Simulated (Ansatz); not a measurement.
# What a change does: band-structure calculation on PtSe2

System: PtSe2 (P-3m1, 3 atoms in the cell).
Method of run 1: DFT, PBE, plane waves, PAW, no spin polarisation (Ansatz 0.2.0).

The structure was built on a prototype by a generator. The geometry comes from this level: r2scan-rvv10 (a point of a series of strains). Text and figures count atoms from 1; the logs count them from 0 in places.

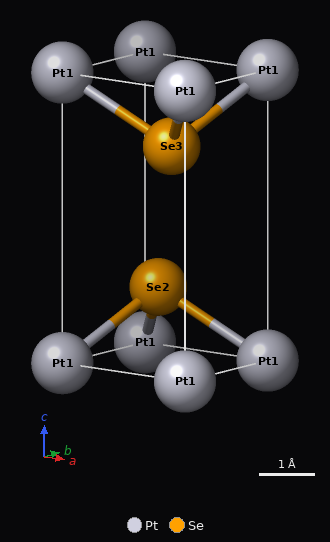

Figure 1. The input geometry (ball-and-stick view of the cell of the calculation, seen slightly off an axis; atoms are numbered from 1 in the order of the input).

**Input file, run 1**
```yaml
crystal:
  lattice:
    - [3.8032233682, 0.0, 0.0]
    - [-1.9016116841, 3.2936880531, 0.0]
    - [0.0, 0.0, 5.3826997646]
  atoms:
    - { symbol: Pt, position: [0.0, 0.0, 0.0] }
    - { symbol: Se, position: [0.3333333333, 0.6666666667, 0.235404241] }
    - { symbol: Se, position: [0.6666666667, 0.3333333333, 0.764595759] }
kpoints:
  mp_grid: { grid: [12, 12, 6] }
  band_path:
    path:
      - [0.0, 0.0, 0.0]
      - [0.5, 0.0, 0.0]
      - [0.3333333333, 0.3333333333, 0.0]
      - [0.0, 0.0, 0.5]
      - [0.5, 0.0, 0.5]
      - [0.3333333333, 0.3333333333, 0.5]
      - [0.0, 0.25, 0.3333333333]
      - [0.0, 0.282552, 0.292969]
    npoints: 1
hamiltonian:
  xc: pbe
scf:
  occupations: { method: fermi_dirac, width: 0.02 }
  n_extra_bands: 4
output:
  forces: true
  stress: true
  eigenvalues: true
```

Launched with:
```bash
ansatz run input.yaml --threads 4 --pin off --max-ram 4608MiB --backend cpu --events-out ev --progress --plain --runs-dir out
```

Hardware: 4 threads of Intel Xeon @ 2.70GHz, 189 GiB of memory available, shared host.

**Output, shortened to warnings, some set-up lines, iterations and results (run 1)**
```
Basis set: ecut = 420 eV, 1277 PW (Γ), exchange–correlation on 54×54×72 points (8 copies of the dense FFT grid, shifted against one another)
Symmetry: 12 space group operations
k-points: 100 of 864
Initial density: superposition of atomic densities (neutral atoms: chi_scale 0, normalization atom), corrected by the library's trained network
[...]
SCF iter   1: F=—  HF=-23462.341418 eV  |F-HF|=—  |Δ(HF+E_count)|=         —  Δρ=2.94e-3  dr2=5.24e-3  ethr=1.77e-3  ⟨swp⟩=6.1  Hψ=11026  notcnv=0
SCF iter   2: F=—  HF=-23462.342637 eV  |F-HF|=—  |Δ(HF+E_count)|=   1.22e-3  Δρ=1.20e-3  dr2=1.23e-3  ethr=1.05e-5  ⟨swp⟩=2.0  Hψ=5173  notcnv=0
SCF iter   3: F=—  HF=-23462.342800 eV  |F-HF|=—  |Δ(HF+E_count)|=   1.63e-4  Δρ=6.70e-4  dr2=5.96e-4  ethr=2.47e-6  ⟨swp⟩=1.9  Hψ=3136  notcnv=0
SCF iter   4: F=—  HF=-23462.342830 eV  |F-HF|=—  |Δ(HF+E_count)|=   2.96e-5  Δρ=2.71e-4  dr2=1.36e-4  ethr=1.19e-6  ⟨swp⟩=2.0  Hψ=4083  notcnv=0
SCF iter   5: F=—  HF=-23462.342807 eV  |F-HF|=—  |Δ(HF+E_count)|=   2.24e-5  Δρ=9.83e-5  dr2=2.62e-5  ethr=2.71e-7  ⟨swp⟩=2.0  Hψ=4975  notcnv=0
SCF iter   6: F=—  HF=-23462.342825 eV  |F-HF|=—  |Δ(HF+E_count)|=   1.79e-5  Δρ=3.46e-5  dr2=1.97e-6  ethr=5.25e-8  ⟨swp⟩=2.0  Hψ=3806  notcnv=0
SCF iter   7: F=—  HF=-23462.342827 eV  |F-HF|=—  |Δ(HF+E_count)|=   1.86e-6  Δρ=1.18e-5  dr2=1.55e-7  ethr=3.94e-9  ⟨swp⟩=2.0  Hψ=3997  notcnv=0
SCF iter   8: F=-23462.342828 eV  HF=-23462.342827 eV  |F-HF|=2.57e-8  |Δ(HF+E_count)|=   3.26e-7  Δρ=4.43e-6  dr2=1.94e-8  ethr=2.00e-10  ⟨swp⟩=5.0  Hψ=10952  notcnv=0
SCF 1 converged in 8 iterations: F = -23462.342828 eV  dr2 = 1.94e-8
NSCF: frozen V_eff on 8 k-points
SCF converged after 8 iterations
Free energy (F): -23462.342828 eV
Harris-Foulkes:  -23462.342827 eV  (|F-HF|=2.57e-8)
Internal energy: -23462.342310 eV  (E = F + TS)
E sigma→0 (E₀):  -23462.342569 eV
Entropy (-TS):   -0.000517 eV (-0.172 meV/atom)
Fermi energy:    11.437357 eV
--- Per-component energies (eV) ---
  E_band       = -1042.361090
  E_kinetic    = 872.329148
  E_local      = -7390.130956  (includes V_loc(G=0)·N_el)
  E_nonlocal   = -990.528104
  E_hartree    = 3408.858692
  E_xc         = -469.559856
  E_vxc        = -498.372560  (∫ρ·V_xc dr)
  E_paw        = -13277.896958  (= ΣΔE_a)
  E_vpaw       = 146.622919  (= ΣTr[D̂ρ^β])
  E_aug_tail   = -0.000999  (compensation charges beyond the density's cutoff)
  E_ewald      = -5615.413276
  E_smearing   = -0.000517  (= −TS)
  E_closure    = -0.000000  (closes the sum)
  Σ components = -23462.342828   (vs F -23462.342828, Δ=0.00e0)
--- Forces (eV/Å), atoms counted from 1 ---
  atom   1  Pt     0.00000000    -0.00000000     0.00000000
  atom   2  Se     0.00000000    -0.00000000     0.11289719
  atom   3  Se    -0.00000000     0.00000000    -0.11289719
  max |Σ_I F_I| component: 1.39e-17 eV/Å
--- Stress (GPa, compression-positive) ---
       -0.415499      -0.000000      -0.000000
       -0.000000      -0.415499       0.000000
       -0.000000       0.000000       1.222594
  P = ⅓ Tr σ = 0.1305 GPa (1.305 kbar)
```

Run 2 used a changed input.

**The two runs side by side**

| quantity | run 1 | run 2 |
| --- | --- | --- |
| outcome | converged | converged |
| free energy per atom (eV) | −7820.7809 | −7831.4595 |
| gap on the mesh (eV) | 0.00 | 0.00 |
| pressure (GPa) | 0.13 | −2.27 |
| largest force (eV/Å) | 0.113 | 0.028 |
| SCF iterations | 8 | 7 |
| irreducible k-points | 100 | 100 |
| plane waves at Γ | 1277 | 1669 |
| wall time (shared host) | 4.2 s | 8.9 s |

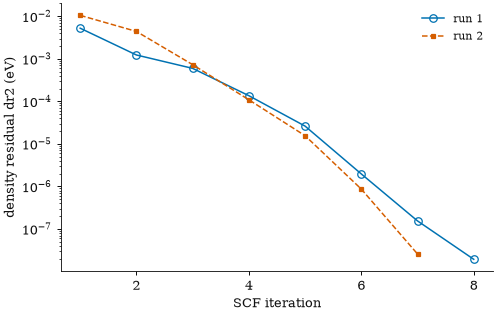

Figure 2. Convergence of the two runs: density residual dr2 against the SCF iteration. Run 1 takes 8 iterations in all, and run 2 takes 7.

Which change of the input explains these differences?

The change (lines with − go, lines with + come):
```diff
-  xc: pbe
+  xc: r2scan
```

The total energies belong to different methods, so their difference says nothing on which is more stable or more accurate. The pressure goes from 0.13 to −2.27 GPa. The largest force goes from 0.113 to 0.028 eV/Å. The functional changes from PBE to r2SCAN. The SCF takes 7 iterations against 8. The default cutoff goes from 420 to 500 eV with the change. The plane waves at Γ go from 1277 to 1669. On the same kind of shared host run 2 took about 2.1 times as long.

**Output, shortened to warnings, some set-up lines, iterations and results (run 2)**
```
Basis set: ecut = 500 eV, 1669 PW (Γ), exchange–correlation on 120×120×160 points (64 copies of the dense FFT grid, shifted against one another)
Symmetry: 12 space group operations
k-points: 100 of 864
Initial density: superposition of atomic densities (neutral atoms: chi_scale 0, normalization atom), corrected by the library's trained network
[...]
SCF iter   1: F=—  HF=-23494.347020 eV  |F-HF|=—  |Δ(HF+E_count)|=         —  Δρ=6.04e-3  dr2=1.05e-2  dr2_τ=5.47e-2  ethr=1.77e-3  ⟨swp⟩=6.2  Hψ=11083  notcnv=0
SCF iter   2: F=—  HF=-23494.377461 eV  |F-HF|=—  |Δ(HF+E_count)|=   3.04e-2  Δρ=3.88e-3  dr2=4.40e-3  dr2_τ=3.75e-4  ethr=2.10e-5  ⟨swp⟩=2.0  Hψ=6381  notcnv=0
SCF iter   3: F=—  HF=-23494.378413 eV  |F-HF|=—  |Δ(HF+E_count)|=   9.52e-4  Δρ=1.15e-3  dr2=7.29e-4  dr2_τ=1.09e-4  ethr=8.80e-6  ⟨swp⟩=2.4  Hψ=3954  notcnv=0
SCF iter   4: F=—  HF=-23494.378511 eV  |F-HF|=—  |Δ(HF+E_count)|=   9.80e-5  Δρ=3.31e-4  dr2=1.09e-4  dr2_τ=1.87e-5  ethr=1.46e-6  ⟨swp⟩=2.0  Hψ=3965  notcnv=0
SCF iter   5: F=—  HF=-23494.378511 eV  |F-HF|=—  |Δ(HF+E_count)|=   7.19e-8  Δρ=1.87e-4  dr2=1.56e-5  dr2_τ=1.07e-6  ethr=2.17e-7  ⟨swp⟩=2.3  Hψ=4912  notcnv=0
SCF iter   6: F=—  HF=-23494.378518 eV  |F-HF|=—  |Δ(HF+E_count)|=   7.20e-6  Δρ=3.27e-5  dr2=8.68e-7  dr2_τ=6.53e-8  ethr=3.12e-8  ⟨swp⟩=3.0  Hψ=4965  notcnv=0
SCF iter   7: F=-23494.378518 eV  HF=-23494.378518 eV  |F-HF|=1.85e-8  |Δ(HF+E_count)|=   4.23e-7  Δρ=6.38e-6  dr2=2.59e-8  dr2_τ=1.36e-9  ethr=2.00e-10  ⟨swp⟩=3.0  Hψ=12027  …
SCF 1 converged in 7 iterations: F = -23494.378518 eV  dr2 = 2.59e-8
NSCF: frozen V_eff on 8 k-points
SCF converged after 7 iterations
Free energy (F): -23494.378518 eV
Harris-Foulkes:  -23494.378518 eV  (|F-HF|=1.85e-8)
Internal energy: -23494.378438 eV  (E = F + TS)
E sigma→0 (E₀):  -23494.378478 eV
Entropy (-TS):   -0.000080 eV (-0.027 meV/atom)
Fermi energy:    11.245095 eV
--- Per-component energies (eV) ---
  E_band       = -1090.308059
  E_kinetic    = 872.017586
  E_local      = -7393.173610  (includes V_loc(G=0)·N_el)
  E_nonlocal   = -987.746471
  E_hartree    = 3410.575001
  E_xc         = -445.752794
  E_vxc        = -547.992841  (∫ρ·V_xc dr)
  E_paw        = -13331.123572  (= ΣΔE_a)
  E_vpaw       = 113.391043  (= ΣTr[D̂ρ^β])
  E_aug_tail   = -0.000267  (compensation charges beyond the density's cutoff)
  E_vtau       = 32.050389  (kinetic-family band-sum trace: ∫τ·v_τ [+ j·A + Jᵃ·Aᵃ] dr)
  E_ewald      = -5615.413276
  E_core_change = -3.761035  (= ΣΔE_core)
  E_smearing   = -0.000080  (= −TS)
  E_closure    = -0.000000  (closes the sum)
  Σ components = -23494.378518   (vs F -23494.378518, Δ=0.00e0)
--- Forces (eV/Å), atoms counted from 1 ---
  atom   1  Pt     0.00000000     0.00000000     0.00000000
  atom   2  Se     0.00000000    -0.00000000    -0.02786558
  atom   3  Se     0.00000000     0.00000000     0.02786558
  max |Σ_I F_I| component: 6.94e-18 eV/Å
--- Stress (GPa, compression-positive) ---
       -3.444860      -0.000000      -0.000000
       -0.000000      -3.444860       0.000000
       -0.000000       0.000000       0.076991
  P = ⅓ Tr σ = -2.2709 GPa (-22.709 kbar)
```

For both runs: Spin–orbit coupling is left out, which matters for Pt.
